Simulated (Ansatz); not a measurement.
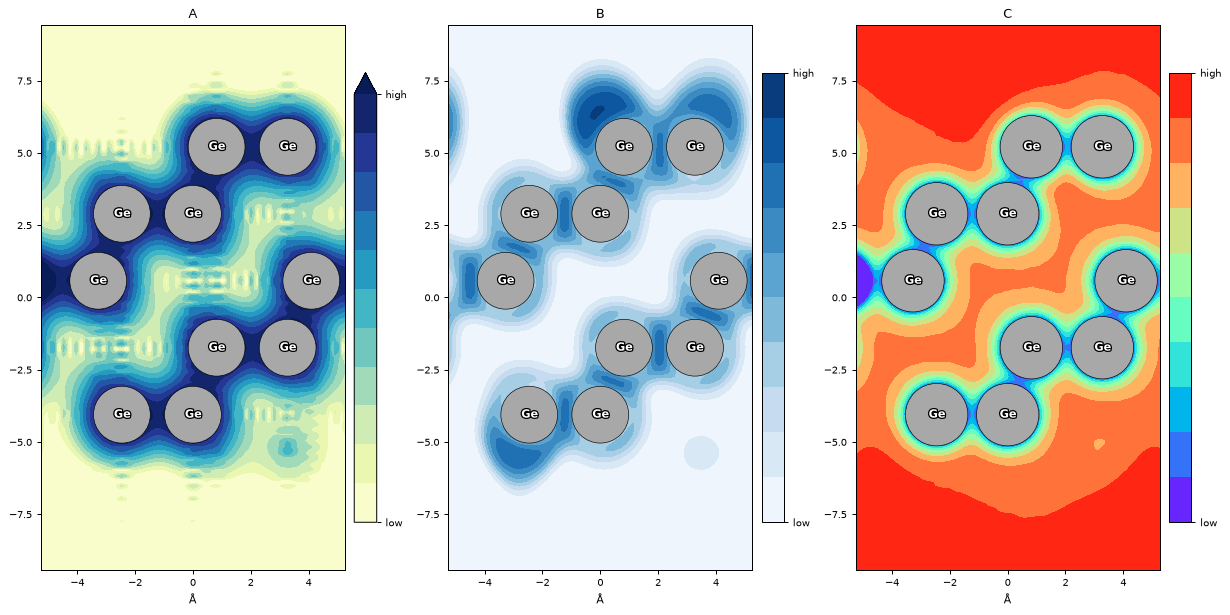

Ge (slab): 3 fields on the (100) plane of the calculation cell, a cut from vacuum to vacuum, with unlabelled colour scales. Grey discs cover the atomic cores.

Not relaxed (largest force 0.8 eV/Å).

These are results of DFT r2SCAN, scalar-relativistic, plane waves, PAW (Ansatz), not measurements.

> The panels show electron localisation function, electrostatic potential energy of an electron and valence pseudo-density in some order. Assign them.

Panel A: valence pseudo-density. Panel B: electron localisation function. Panel C: electrostatic potential energy of an electron (low next to the atoms, rising into the space between them). From the grid: Ge–Ge (2.46 Å): ρ is about 0.49 e/Å³ halfway; the ELF peaks at about 0.75 between the atoms.
